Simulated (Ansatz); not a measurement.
**Ru: single-point calculation**

- system: Ru (P1, 4 atoms in the cell)
- method: DFT PBEsol, scalar-relativistic, plane waves, PAW, no spin polarisation (Ansatz 0.2.0)

The structure derives from an entry of the Crystallography Open Database. It belongs to a series of runs on one base structure; here: a zone-boundary wave of random shape, sigma 0.02 A. Figures and captions count atoms from 1; the log counts them from 0 in places.

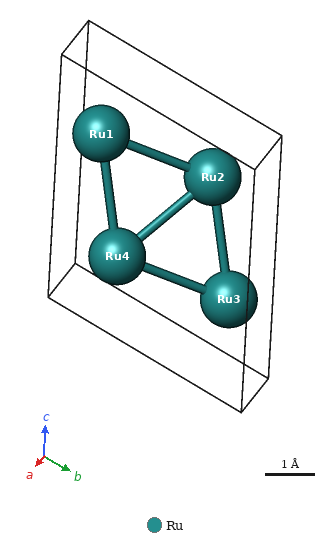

Figure 1. The input geometry (ball-and-stick view of the cell of the calculation, seen slightly off an axis; atoms are numbered from 1 in the order of the input). Near neighbours in the crystal (not all of them lie inside the picture): Ru has 12 Ru at 2.61 to 2.75 Å.

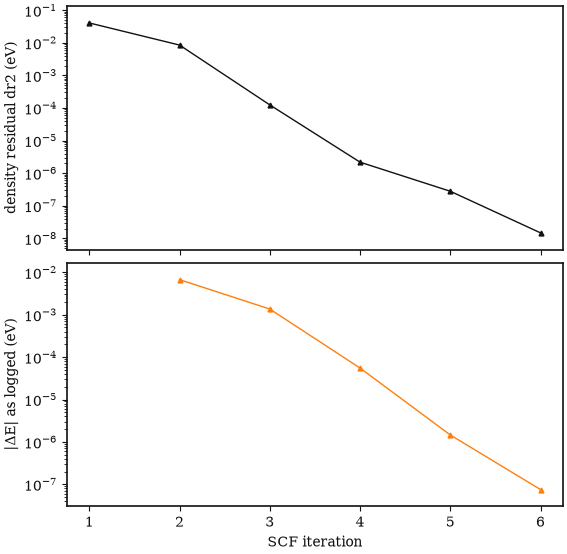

Figure 2. Convergence of the self-consistent field: density residual dr2 and size of the energy change against the SCF iteration. The residual falls at every step.

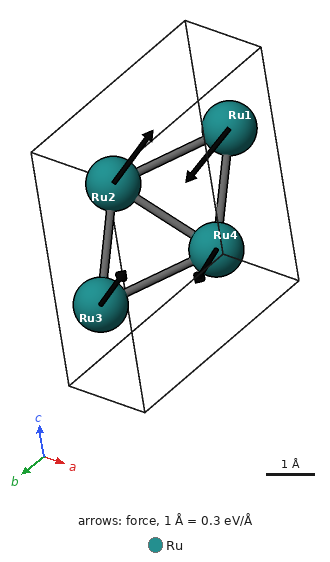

Figure 3. Forces on the atoms as black arrows (ball-and-stick view of the cell of the calculation, seen at an oblique angle; atoms are numbered from 1 in the order of the input). The largest act on Ru1 (0.45 eV/Å); Ru2 (0.43 eV/Å); Ru3 (0.38 eV/Å); Ru4 (0.36 eV/Å). The geometry is not a stationary point of this energy.

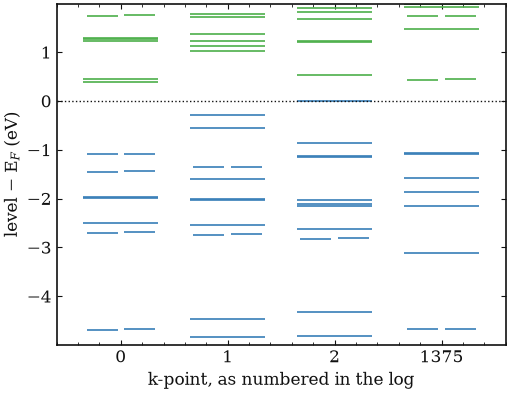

Figure 4. Kohn–Sham levels near the Fermi level (dotted) at the few k-points that the log prints; levels within 0.02 eV of each other stand side by side. The system is metallic on the full mesh.

The input and output of the run follow.

**The input**
```yaml
crystal:
  lattice:
    - [-2.6895239998, 0.0, 0.0]
    - [0.0, 4.6583922158, 0.0]
    - [1.3447619999, -2.3291961079, -4.2519209521]
  atoms:
    - { symbol: Ru, position: [0.8797176362, 0.2053048571, 0.754974564] }
    - { symbol: Ru, position: [0.3702823638, 0.7113618095, 0.745025436] }
    - { symbol: Ru, position: [0.1282982647, 0.7961265854, 0.2476420851] }
    - { symbol: Ru, position: [0.6217017353, 0.287206748, 0.2523579149] }
basis:
  ecutwfc: 420
kpoints:
  mp_grid: { grid: [14, 14, 14] }
hamiltonian:
  xc: pbesol
scf:
  occupations: { method: gaussian, width: 0.15 }
output:
  forces: true
  stress: true
  eigenvalues: true
```

Launched with:
```bash
ansatz run input.yaml --threads 1 --pin off --max-ram 2560MiB --backend cpu --events-out ev --progress --plain --runs-dir out
```

**The program's output**
```
Engine: ansatz 0.2.0, x86_64-unknown-linux-gnu
Pseudopotentials: kind: paw
Pseudopotential: Ru, paw, valence charge 16, recommended cutoff 420 eV (normal), Ru.paw.azcp
Functional definition: PBEsol
  exchange = pbesol_x
  correlation = pbesol_c
Crystal: 4 atoms, lattice volume = 53.272 Å³
Basis set: ecut = 420 eV, 1049 PW (Γ), exchange–correlation on 36×64×72 points (8 copies of the dense FFT grid, shifted against one another)
Bands: 39, of which v1, the nominal top of the filled ones, is band 32 counted from 1 (31 counted from 0)
Symmetry: 1 space group operations
Space group: P1 (ITA 1), of the structure as read, at distance tolerance 3.8e-5 Å
k-points: 1376 of 2744 (time reversal used)
Non-local potential: Ru, projectors of the file, l = 0: 3, l = 1: 2, l = 2: 2, l = 3: 1
PAW form: soft (Blöchl's): semilocal exchange-correlation on the pseudo side does not see the compensation charge
PAW frozen core: Ru, regenerated for the run's functional, and the local potential with it (the file was generated under x = pbe(κ = 0.804, μ = 0.2195149727645171), c = pbe(β = 0.06672455060314922))
PAW one-centre angular grid: Ru, 590 points (default); XC on 64 Gauss nodes
Initial density: superposition of atomic densities (neutral atoms: chi_scale 0, normalization atom), corrected by the library's trained network
Initial wavefunctions: pseudopotential atomic-orbital guess
Functional: x = pbesol(κ = 0.804, μ = 0.12345679012345678), c = pbesol(β = 0.046)
SCF iter   1: F=—  HF=-23266.015388 eV  |F-HF|=—  |Δ(HF+E_count)|=         —  Δρ=1.10e-2  dr2=4.05e-2  ethr=1.77e-3  ⟨swp⟩=5.1  Hψ=184234  notcnv=0
preconditioner: auto → Kerker (q_TF=auto, 2.813 Å⁻¹)  [metal: Δε(μ)=0.001 eV  Ē_g=5.379 eV  σ=0.150 eV  W_gap=0.00  n_scr=20 (ndim 8)  ℏωp=28.8 eV  f_vac=0.000  D(μ)=3.31/eV (n_scr^D=38)]
SCF iter   2: F=—  HF=-23266.008664 eV  |F-HF|=—  |Δ(HF+E_count)|=   6.72e-3  Δρ=5.42e-3  dr2=8.49e-3  ethr=6.33e-5  ⟨swp⟩=2.7  Hψ=102814  notcnv=0
SCF iter   3: F=—  HF=-23266.007305 eV  |F-HF|=—  |Δ(HF+E_count)|=   1.36e-3  Δρ=8.45e-4  dr2=1.24e-4  ethr=1.33e-5  ⟨swp⟩=2.1  Hψ=78231  notcnv=0
SCF iter   4: F=—  HF=-23266.007360 eV  |F-HF|=—  |Δ(HF+E_count)|=   5.53e-5  Δρ=7.63e-5  dr2=2.17e-6  ethr=1.94e-7  ⟨swp⟩=2.7  Hψ=92042  notcnv=0
SCF iter   5: F=—  HF=-23266.007359 eV  |F-HF|=—  |Δ(HF+E_count)|=   1.46e-6  Δρ=2.38e-5  dr2=2.78e-7  ethr=3.39e-9  ⟨swp⟩=2.4  Hψ=75607  notcnv=0
SCF iter   6: F=-23266.007358 eV  HF=-23266.007358 eV  |F-HF|=4.71e-9  |Δ(HF+E_count)|=   7.53e-8  Δρ=6.07e-6  dr2=1.47e-8  ethr=1.56e-10  ⟨swp⟩=6.8  Hψ=187499  notcnv=0
SCF 1 converged in 6 iterations: F = -23266.007358 eV  dr2 = 1.47e-8
  greatest PAW one-centre occupation: 0.998 electrons in one spin orbital (limit 2), on the Ru atom at site 2 (counted from 0), in its partial waves of l = 0
SCF converged after 6 iterations
Free energy (F): -23266.007358 eV
Harris-Foulkes:  -23266.007358 eV  (|F-HF|=4.71e-9)
Internal energy: -23265.969876 eV  (E = F + TS)
E sigma→0 (E₀):  -23265.988617 eV
Entropy (-TS):   -0.037483 eV (-9.371 meV/atom)
Fermi energy:    23.937618 eV
--- Per-component energies (eV) ---
  E_band       = -188.338022
  E_kinetic    = 2059.144184
  E_local      = -4955.955279  (includes V_loc(G=0)·N_el)
  E_nonlocal   = 1378.683429
  E_hartree    = 1587.915832
  E_xc         = -759.382320
  E_vxc        = -956.706206  (∫ρ·V_xc dr)
  E_paw        = -13597.574779  (= ΣΔE_a)
  E_vpaw       = -889.330640  (= ΣTr[D̂ρ^β])
  E_aug_tail   = -0.000869  (compensation charges beyond the density's cutoff)
  E_ewald      = -8979.813256
  E_core_change = 1.013184  (= ΣΔE_core)
  E_smearing   = -0.037483  (= −TS)
  E_closure    = 0.000000  (closes the sum)
  Σ components = -23266.007358   (vs F -23266.007358, Δ=0.00e0)
--- Forces (eV/Å), atoms counted from 1 ---
  atom   1  Ru     0.08083828     0.41644548     0.15125382
  atom   2  Ru    -0.07639214    -0.39154198    -0.16488390
  atom   3  Ru     0.15584262    -0.34842094     0.02622921
  atom   4  Ru    -0.16028852     0.32351816    -0.01259980
  max |Σ_I F_I| component: 7.12e-7 eV/Å
--- Stress (GPa, compression-positive) ---
        0.692297      -0.069706       0.006196
       -0.069706       0.866506       0.101851
        0.006196       0.101851      -0.218990
  P = ⅓ Tr σ = 0.4466 GPa (4.466 kbar)
--- Band table (eV; the first three rows and the last of 1376) ---
  k-point 0: bands = ["-49.1729", "-48.9506", "-48.9425", "-48.9402", "-19.7226", "-19.6147", "-19.6125", "-18.8177", "-18.8160", "-18.8017", "-18.7984", "-18.7170", "-18.7134", "-18.5345", "-18.5319", "-18.4888", "15.7648", "17.5330", "17.6870", "17.6964", "19.2509", "19.2606", "21.2371", "21.2522", "21.4345", "21.9423", "21.9634", "22.4874", "22.5006", "22.8409", "22.8456", "24.3293", "24.3792", "25.1656", "25.1998", "25.2273", "25.6863", "25.6933", "27.3803"]
  k-point 1: bands = ["-49.1702", "-48.9546", "-48.9476", "-48.9340", "-19.7082", "-19.6332", "-19.5795", "-18.8509", "-18.8476", "-18.7830", "-18.7673", "-18.7148", "-18.7112", "-18.5368", "-18.5342", "-18.5050", "15.8237", "17.5158", "17.5670", "17.8770", "19.0988", "19.4602", "21.1985", "21.2126", "21.4041", "21.9050", "21.9265", "22.3391", "22.5759", "22.5902", "23.3822", "23.6578", "24.9513", "25.0676", "25.1703", "25.3095", "25.6521", "25.7282", "26.6603"]
  k-point 2: bands = ["-49.1620", "-48.9630", "-48.9551", "-48.9265", "-19.6665", "-19.6360", "-19.5336", "-18.9089", "-18.8821", "-18.7518", "-18.7496", "-18.7081", "-18.7044", "-18.5528", "-18.5436", "-18.5410", "15.9971", "17.4318", "17.6177", "17.9773", "19.1275", "19.6128", "21.1127", "21.1250", "21.3182", "21.7907", "21.8231", "21.9143", "22.7839", "22.8132", "23.0729", "23.9422", "24.4702", "25.1473", "25.1750", "25.6184", "25.7644", "25.8503", "25.9825"]
  k-point 1375: bands = ["-48.9825", "-48.9447", "-48.9427", "-48.9062", "-19.6135", "-19.6115", "-19.5234", "-19.3164", "-19.2003", "-18.9654", "-18.8169", "-18.8132", "-18.8055", "-18.7992", "-18.7937", "-18.6613", "17.5850", "17.6886", "17.6915", "18.2499", "18.3986", "19.2549", "19.2590", "20.8205", "21.7879", "22.0694", "22.3494", "22.8426", "22.8662", "24.3711", "24.3794", "25.4183", "25.6742", "25.6807", "25.8545", "25.9286", "27.3802", "27.3916", "28.0999"]
```

**Summary**

| quantity | value |
| --- | --- |
| outcome | converged |
| space group (tolerance 0.01 Å) | P1 (1) |
| electrons treated | 64 |
| free energy | −23266.0074 eV |
| Fermi energy | 23.938 eV |
| gap on the k-point mesh | none (metallic) |
| pressure | 0.45 GPa |
| largest force (length of the vector) | 0.450 eV/Å |
| hardware | 1 thread of Oxide Virtual Turin-like (Zen 5), 32 GiB of memory available, shared host |
| wall time | 3.4 min |
| peak memory | 2.1 GiB |
